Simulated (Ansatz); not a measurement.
**Molecular dynamics of C₄H₆ (part 3 of 3)**

The same run, continued: C₄H₆, SMILES C=C1CC1; RKS PBE/def2-SVP (Ansatz 0.2.0). The geometry comes from this level: PBE0-D4/def2-TZVP.

Geometry of the input (Å):
```
C  -1.2380  0.7442  -0.8273
C  -0.2591  0.1555  -0.1769
C  0.5679  -1.0298  0.0151
C  0.7642  0.2286  0.8591
H  -1.7760  0.2322  -1.6180
H  -1.5379  1.7601  -0.5935
H  0.1305  -1.8980  0.4975
H  1.3246  -1.2631  -0.7271
H  1.6505  0.8271  0.6748
H  0.4564  0.1920  1.8992
```

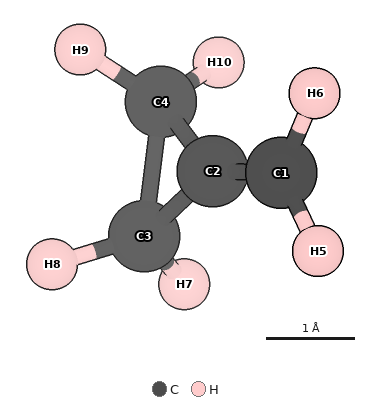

The geometry at step 40 of the log (ball-and-stick view, seen at a tilt; atoms are numbered from 1 in the order of the input).

Trajectory as extended XYZ, continued
```
10
Properties=species:S:1:pos:R:3:forces:R:3 step=30 time_fs=30.0 energy=-4234.83459 temperature=135.2
C    -1.2684    0.7765   -0.8257    1.0545  -1.4956   0.2882
C    -0.2518    0.1243   -0.2339   -0.0871   0.6022   0.3724
C     0.5880   -1.0316    0.0567    0.7624  -0.4057  -1.7721
C     0.7584    0.2286    0.8565    0.1182   0.6528   0.0942
H    -1.8295    0.2345   -1.6240   -0.1480   0.7923   0.3362
H    -1.4169    1.7542   -0.3725   -0.7478   0.6176  -0.5503
H     0.1531   -1.9337    0.4558   -0.4077  -0.7095   0.5348
H     1.3666   -1.2591   -0.7225   -0.2347   0.0621   0.5167
H     1.7019    0.8024    0.7024   -0.3573  -0.0741   0.0336
H     0.3768    0.2607    1.8887    0.0473  -0.0421   0.1464
10
Properties=species:S:1:pos:R:3:forces:R:3 step=31 time_fs=31.0 energy=-4234.84072 temperature=140.5
C    -1.2680    0.7740   -0.8269    1.5256  -1.3855   0.7686
C    -0.2498    0.1267   -0.2299   -0.2699   0.5828   0.1868
C     0.5871   -1.0308    0.0515    0.3374  -0.3640  -1.1561
C     0.7558    0.2284    0.8561   -0.0320   0.4527  -0.0037
H    -1.8239    0.2374   -1.6000   -0.5161   0.4430  -0.2149
H    -1.4028    1.7490   -0.3830   -0.8269   0.8879  -0.4380
H     0.1652   -1.9325    0.4658   -0.4420  -0.7018   0.4912
H     1.3559   -1.2522   -0.7070    0.2227  -0.0579   0.0378
H     1.6918    0.7853    0.7037    0.0477   0.2113  -0.0339
H     0.3784    0.2652    1.8822   -0.0465  -0.0685   0.3622
10
Properties=species:S:1:pos:R:3:forces:R:3 step=32 time_fs=32.0 energy=-4234.83599 temperature=137.3
C    -1.2664    0.7704   -0.8275    1.8442  -0.9176   1.2924
C    -0.2481    0.1296   -0.2258   -0.3890   0.5173   0.0329
C     0.5865   -1.0303    0.0454   -0.2898  -0.5462  -0.3250
C     0.7533    0.2286    0.8556   -0.2205   0.2385  -0.0114
H    -1.8232    0.2447   -1.5781   -0.8714   0.0468  -0.7603
H    -1.3965    1.7523   -0.3976   -0.8197   0.8735  -0.4115
H     0.1730   -1.9380    0.4806   -0.3352  -0.4055   0.2973
H     1.3473   -1.2458   -0.6912    0.7300  -0.1981  -0.4885
H     1.6821    0.7703    0.7046    0.4535   0.4849  -0.0994
H     0.3796    0.2690    1.8792   -0.1022  -0.0937   0.4735
10
Properties=species:S:1:pos:R:3:forces:R:3 step=33 time_fs=33.0 energy=-4234.84271 temperature=145.7
C    -1.2633    0.7661   -0.8270    1.8166  -0.2804   1.5805
C    -0.2466    0.1330   -0.2217   -0.4290   0.3989  -0.0791
C     0.5857   -1.0302    0.0390   -0.8169  -0.8556   0.4285
C     0.7505    0.2289    0.8552   -0.3001   0.1090   0.0907
H    -1.8308    0.2523   -1.5634   -1.0272  -0.2109  -1.0458
H    -1.3982    1.7639   -0.4162   -0.7327   0.5842  -0.4555
H     0.1776   -1.9475    0.4981   -0.1635   0.0199   0.0182
H     1.3457   -1.2413   -0.6801    1.0629  -0.2975  -0.8422
H     1.6767    0.7599    0.7045    0.6916   0.6489  -0.1327
H     0.3798    0.2719    1.8807   -0.1017  -0.1164   0.4374
10
Properties=species:S:1:pos:R:3:forces:R:3 step=34 time_fs=34.0 energy=-4234.88678 temperature=186.7
C    -1.2588    0.7615   -0.8252    1.3064   0.2828   1.3960
C    -0.2455    0.1366   -0.2176   -0.3831   0.2264  -0.1415
C     0.5843   -1.0308    0.0330   -0.9469  -1.1745   0.8186
C     0.7475    0.2294    0.8548   -0.1487   0.1261   0.2690
H    -1.8483    0.2580   -1.5588   -0.8363  -0.2065  -0.9022
H    -1.4068    1.7812   -0.4391   -0.5836   0.1424  -0.5072
H     0.1807   -1.9567    0.5158   -0.0082   0.3977  -0.2563
H     1.3543   -1.2396   -0.6771    1.0090  -0.2987  -0.8334
H     1.6780    0.7557    0.7032    0.6420   0.6385  -0.1133
H     0.3790    0.2737    1.8865   -0.0507  -0.1344   0.2702
10
Properties=species:S:1:pos:R:3:forces:R:3 step=35 time_fs=35.0 energy=-4234.94426 temperature=238.8
C    -1.2532    0.7572   -0.8224    0.3937   0.6822   0.7778
C    -0.2447    0.1404   -0.2136   -0.2582   0.0092  -0.1530
C     0.5821   -1.0323    0.0277   -0.6282  -1.3932   0.7954
C     0.7444    0.2299    0.8546    0.2289   0.2663   0.4607
H    -1.8738    0.2616   -1.5628   -0.3447  -0.0064  -0.4223
H    -1.4210    1.7998   -0.4669   -0.3961  -0.3029  -0.5076
H     0.1836   -1.9621    0.5311    0.0835   0.6205  -0.4584
H     1.3726   -1.2409   -0.6820    0.5666  -0.2021  -0.4822
H     1.6854    0.7576    0.7008    0.3285   0.4715  -0.0465
H     0.3777    0.2742    1.8948    0.0260  -0.1450   0.0362
10
Properties=species:S:1:pos:R:3:forces:R:3 step=36 time_fs=36.0 energy=-4234.96402 temperature=257.4
C    -1.2473    0.7534   -0.8189   -0.6595   0.9621  -0.0207
C    -0.2442    0.1443   -0.2098   -0.0796  -0.2312  -0.1238
C     0.5793   -1.0350    0.0230   -0.0595  -1.4117   0.5315
C     0.7414    0.2306    0.8548    0.7068   0.4405   0.6058
H    -1.9025    0.2652   -1.5708    0.2438   0.2124   0.1327
H    -1.4390    1.8155   -0.4995   -0.1961  -0.6397  -0.4303
H     0.1874   -1.9616    0.5420    0.0954   0.6485  -0.5518
H     1.3963   -1.2440   -0.6915   -0.0494  -0.0656   0.0026
H     1.6960    0.7641    0.6979   -0.1006   0.2318   0.0404
H     0.3767    0.2734    1.9034    0.0988  -0.1471  -0.1865
10
Properties=species:S:1:pos:R:3:forces:R:3 step=38 time_fs=38.0 energy=-4234.89278 temperature=193.0
C    -1.2378    0.7483   -0.8125   -2.2122   1.2416  -1.2881
C    -0.2430    0.1512   -0.2024    0.2582  -0.6476  -0.0364
C     0.5742   -1.0435    0.0146    0.9686  -0.6839  -0.0425
C     0.7376    0.2333    0.8568    1.4195   0.5742   0.6167
H    -1.9483    0.2796   -1.5791    1.0381   0.2860   0.7512
H    -1.4789    1.8269   -0.5757    0.1443  -0.7699  -0.0673
H     0.1971   -1.9436    0.5482   -0.1038   0.1475  -0.3749
H     1.4369   -1.2511   -0.7066   -0.9580   0.1203   0.6511
H     1.7106    0.7815    0.6941   -0.7071  -0.1402   0.1666
H     0.3779    0.2675    1.9139    0.1524  -0.1279  -0.3764
10
Properties=species:S:1:pos:R:3:forces:R:3 step=39 time_fs=39.0 energy=-4234.87001 temperature=171.3
C    -1.2355    0.7472   -0.8107   -2.4415   1.1872  -1.5471
C    -0.2422    0.1539   -0.1988    0.3195  -0.7549  -0.0340
C     0.5726   -1.0488    0.0104    1.2096  -0.0354  -0.1894
C     0.7373    0.2353    0.8585    1.5107   0.4703   0.4708
H    -1.9578    0.2911   -1.5734    1.1104   0.1096   0.7120
H    -1.4975    1.8214   -0.6157    0.2467  -0.5360   0.1742
H     0.2010   -1.9309    0.5452   -0.2718  -0.2744  -0.1482
H     1.4452   -1.2532   -0.7059   -1.0705   0.1339   0.6861
H     1.7088    0.7889    0.6944   -0.7333  -0.1890   0.1782
H     0.3806    0.2626    1.9140    0.1201  -0.1112  -0.3027
10
Properties=species:S:1:pos:R:3:forces:R:3 step=40 time_fs=40.0 energy=-4234.87176 temperature=171.4
C    -1.2351    0.7471   -0.8101   -2.2394   1.0035  -1.4944
C    -0.2411    0.1561   -0.1951    0.2692  -0.7669  -0.0852
C     0.5720   -1.0541    0.0061    1.1775   0.6152  -0.1422
C     0.7382    0.2377    0.8606    1.3984   0.2536   0.2561
H    -1.9566    0.3036   -1.5609    0.9450  -0.1897   0.4411
H    -1.5137    1.8108   -0.6541    0.2915  -0.1396   0.4166
H     0.2024   -1.9207    0.5408   -0.4189  -0.6449   0.0747
H     1.4432   -1.2540   -0.6986   -0.9251   0.0934   0.5180
H     1.7000    0.7945    0.6964   -0.5547  -0.1305   0.1512
H     0.3846    0.2567    1.9111    0.0564  -0.0940  -0.1358
10
Properties=species:S:1:pos:R:3:forces:R:3 step=41 time_fs=41.0 energy=-4234.87423 temperature=171.9
C    -1.2366    0.7478   -0.8107   -1.6455   0.7664  -1.1307
C    -0.2398    0.1576   -0.1916    0.1138  -0.6869  -0.1893
C     0.5723   -1.0590    0.0017    0.8106   1.0907   0.1928
C     0.7402    0.2403    0.8629    1.0989  -0.0564   0.0247
H    -1.9464    0.3143   -1.5441    0.5586  -0.5843  -0.0339
H    -1.5272    1.7988   -0.6885    0.2872   0.3269   0.6259
H     0.1998   -1.9168    0.5371   -0.4767  -0.8044   0.1890
H     1.4323   -1.2540   -0.6864   -0.5248   0.0016   0.1559
H     1.6859    0.7989    0.6998   -0.2014   0.0252   0.0905
H     0.3890    0.2499    1.9070   -0.0209  -0.0788   0.0751
10
Properties=species:S:1:pos:R:3:forces:R:3 step=42 time_fs=42.0 energy=-4234.85037 temperature=149.3
C    -1.2393    0.7490   -0.8122   -0.8226   0.5847  -0.5505
C    -0.2384    0.1586   -0.1882   -0.1115  -0.5381  -0.3275
C     0.5733   -1.0629   -0.0026    0.1343   1.2938   0.8195
C     0.7431    0.2428    0.8652    0.6757  -0.4153  -0.1615
H    -1.9308    0.3194   -1.5277    0.0438  -1.0043  -0.6123
H    -1.5379    1.7900   -0.7169    0.2610   0.7131   0.7710
H     0.1926   -1.9206    0.5352   -0.4065  -0.6769   0.1374
H     1.4165   -1.2539   -0.6727    0.0691  -0.1298  -0.3481
H     1.6699    0.8035    0.7041    0.2437   0.2384   0.0112
H     0.3933    0.2423    1.9035   -0.0870  -0.0656   0.2609
10
Properties=species:S:1:pos:R:3:forces:R:3 step=43 time_fs=43.0 energy=-4234.80968 temperature=113.4
C    -1.2428    0.7508   -0.8142   -0.0761   0.5056   0.0075
C    -0.2371    0.1592   -0.1851   -0.3576  -0.3542  -0.4702
C     0.5744   -1.0658   -0.0062   -0.6346   1.2533   1.5468
C     0.7466    0.2451    0.8674    0.2572  -0.7409  -0.2564
H    -1.9148    0.3149   -1.5171   -0.3849  -1.3042  -1.0710
H    -1.5461    1.7880   -0.7379    0.2473   0.8620   0.8328
H     0.1815   -1.9308    0.5347   -0.2321  -0.3337  -0.0416
H     1.4013   -1.2551   -0.6624    0.6657  -0.2629  -0.8435
H     1.6562    0.8103    0.7085    0.6328   0.4267  -0.0589
H     0.3967    0.2341    1.9026   -0.1177  -0.0518   0.3546
10
Properties=species:S:1:pos:R:3:forces:R:3 step=44 time_fs=44.0 energy=-4234.80435 temperature=109.9
C    -1.2462    0.7530   -0.8161    0.2841   0.4469   0.2519
C    -0.2361    0.1594   -0.1823   -0.5818  -0.1652  -0.5890
C     0.5750   -1.0677   -0.0085   -1.1238   1.0572   2.0365
C     0.7502    0.2467    0.8694    0.0000  -0.9314  -0.2532
H    -1.9024    0.2979   -1.5168   -0.4823  -1.3046  -1.1487
H    -1.5519    1.7942   -0.7510    0.2634   0.7064   0.8118
H     0.1681   -1.9443    0.5337   -0.0219   0.0682  -0.2494
H     1.3925   -1.2588   -0.6601    0.9624  -0.3319  -1.0939
H     1.6485    0.8213    0.7123    0.8002   0.4867  -0.0885
H     0.3990    0.2254    1.9050   -0.1003  -0.0325   0.3223
10
Properties=species:S:1:pos:R:3:forces:R:3 step=45 time_fs=45.0 energy=-4234.85738 temperature=157.6
C    -1.2495    0.7555   -0.8179    0.2045   0.2861   0.0883
C    -0.2356    0.1595   -0.1800   -0.7597   0.0112  -0.6675
C     0.5747   -1.0688   -0.0093   -1.0767   0.7917   2.0445
C     0.7539    0.2475    0.8712   -0.0139  -0.9287  -0.1830
H    -1.8947    0.2684   -1.5275   -0.2051  -0.9409  -0.7816
H    -1.5552    1.8072   -0.7563    0.2970   0.3193   0.7252
H     0.1546   -1.9571    0.5304    0.1577   0.3927  -0.3987
H     1.3928   -1.2657   -0.6682    0.7674  -0.2864  -0.9439
H     1.6486    0.8369    0.7152    0.6698   0.3598  -0.0638
H     0.4003    0.2164    1.9106   -0.0409  -0.0048   0.1805
10
Properties=species:S:1:pos:R:3:forces:R:3 step=47 time_fs=47.0 energy=-4234.92647 temperature=221.5
C    -1.2557    0.7610   -0.8215   -0.2746  -0.3631  -0.6395
C    -0.2365    0.1600   -0.1771   -0.9425   0.2937  -0.6923
C     0.5719   -1.0692   -0.0061    0.0567   0.4329   0.9805
C     0.7613    0.2472    0.8744    0.3669  -0.5472  -0.0276
H    -1.8810    0.1882   -1.5656    0.5972   0.2829   0.3813
H    -1.5531    1.8380   -0.7472    0.3029  -0.5297   0.4501
H     0.1331   -1.9697    0.5118    0.2913   0.5734  -0.3834
H     1.4103   -1.2863   -0.7072   -0.4237   0.0335   0.0627
H     1.6645    0.8758    0.7200   -0.0905  -0.2426   0.0672
H     0.4026    0.1986    1.9250    0.1163   0.0661  -0.1989
10
Properties=species:S:1:pos:R:3:forces:R:3 step=48 time_fs=48.0 energy=-4234.89425 temperature=193.3
C    -1.2591    0.7635   -0.8239   -0.2691  -0.7385  -0.8085
C    -0.2380    0.1605   -0.1765   -0.9368   0.3870  -0.6380
C     0.5703   -1.0688   -0.0031    0.6060   0.4909   0.3432
C     0.7653    0.2463    0.8759    0.4944  -0.3592  -0.0191
H    -1.8673    0.1491   -1.5818    0.7664   0.7886   0.7515
H    -1.5476    1.8476   -0.7355    0.2390  -0.7544   0.3024
H     0.1265   -1.9678    0.4967    0.2315   0.4185  -0.2240
H     1.4159   -1.2970   -0.7284   -0.8857   0.1862   0.4961
H     1.6731    0.8934    0.7230   -0.4133  -0.5162   0.1136
H     0.4050    0.1905    1.9302    0.1678   0.0971  -0.3172
10
Properties=species:S:1:pos:R:3:forces:R:3 step=49 time_fs=49.0 energy=-4234.86500 temperature=167.0
C    -1.2627    0.7653   -0.8270   -0.0516  -1.0937  -0.7751
C    -0.2403    0.1613   -0.1763   -0.8613   0.4409  -0.5378
C     0.5691   -1.0680    0.0001    0.9594   0.7128  -0.1821
C     0.7698    0.2450    0.8774    0.4768  -0.2578  -0.0838
H    -1.8463    0.1176   -1.5909    0.7330   1.1071   0.8869
H    -1.5399    1.8501   -0.7210    0.1280  -0.7823   0.1683
H     0.1220   -1.9619    0.4794    0.1041   0.1454   0.0012
H     1.4130   -1.3058   -0.7449   -1.0971   0.2879   0.7392
H     1.6777    0.9060    0.7270   -0.5734  -0.6771   0.1241
H     0.4091    0.1833    1.9324    0.1820   0.1168  -0.3410
10
Properties=species:S:1:pos:R:3:forces:R:3 step=50 time_fs=50.0 energy=-4234.86983 temperature=171.2
C    -1.2663    0.7663   -0.8307    0.3377  -1.3850  -0.5519
C    -0.2433    0.1625   -0.1767   -0.7167   0.4522  -0.3927
C     0.5688   -1.0667    0.0033    1.0698   1.0195  -0.5193
C     0.7746    0.2436    0.8789    0.2995  -0.2642  -0.2176
H    -1.8182    0.0967   -1.5914    0.5197   1.2074   0.7836
H    -1.5309    1.8450   -0.7048   -0.0197  -0.6213   0.0591
H     0.1185   -1.9546    0.4622   -0.0510  -0.1607   0.2402
H     1.3997   -1.3120   -0.7543   -1.0500   0.3287   0.7695
H     1.6769    0.9121    0.7323   -0.5456  -0.6984   0.0954
H     0.4148    0.1772    1.9313    0.1563   0.1218  -0.2664
```
